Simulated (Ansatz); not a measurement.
```
CELL_PARAMETERS angstrom
4.52141 0.00000 0.00000
0.00000 4.52141 0.00000
0.00000 0.00000 4.52141
ATOMIC_POSITIONS crystal
Ce 0.00000 0.00000 0.00000
Ce 0.50000 0.50000 0.00000
Ce 0.50000 0.00000 0.50000
Ce 0.00000 0.50000 0.50000
```

Space group Fm-3m; built by placing these elements on a known structure type; computed pressure about 5 GPa in this cell; computed without spin polarisation; no Hubbard U on the f states and no spin–orbit coupling.

Method: Ansatz, DFT, PAW plane waves, r2SCAN.

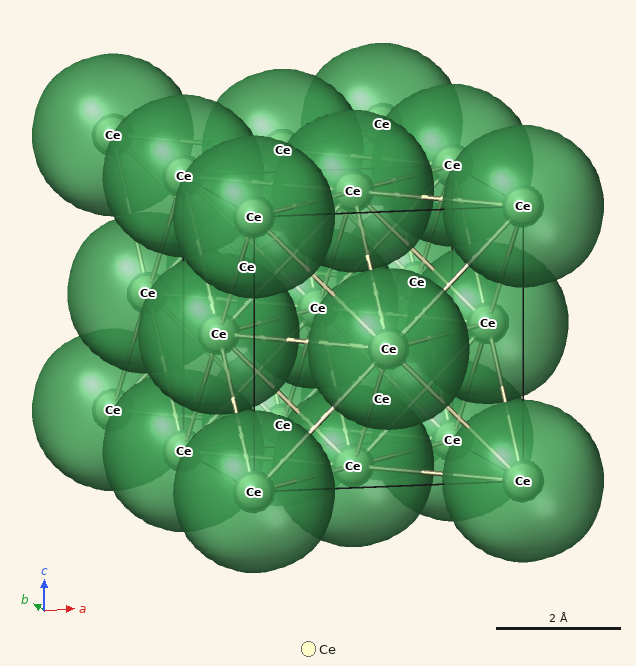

Ce. Isosurface of the valence pseudo-density at 0.3 e/Å³ (green), seen slightly off an axis. Sticks mark near contacts.

Core electrons are frozen (PAW), and the valence fields are smoothed inside the atomic spheres.

> Which contacts does the surface bridge?

At this value the density breaks into separate islands; it holds about 80 % of the electrons treated as valence (semicore included). It bridges none of the near contacts. It is pinched off along the shortest Ce–Ce (3.20 Å) contacts. On the grid the lowest density along these lines, outside the cores, is 0.19 e/Å³ (Ce–Ce, 3.20 Å).
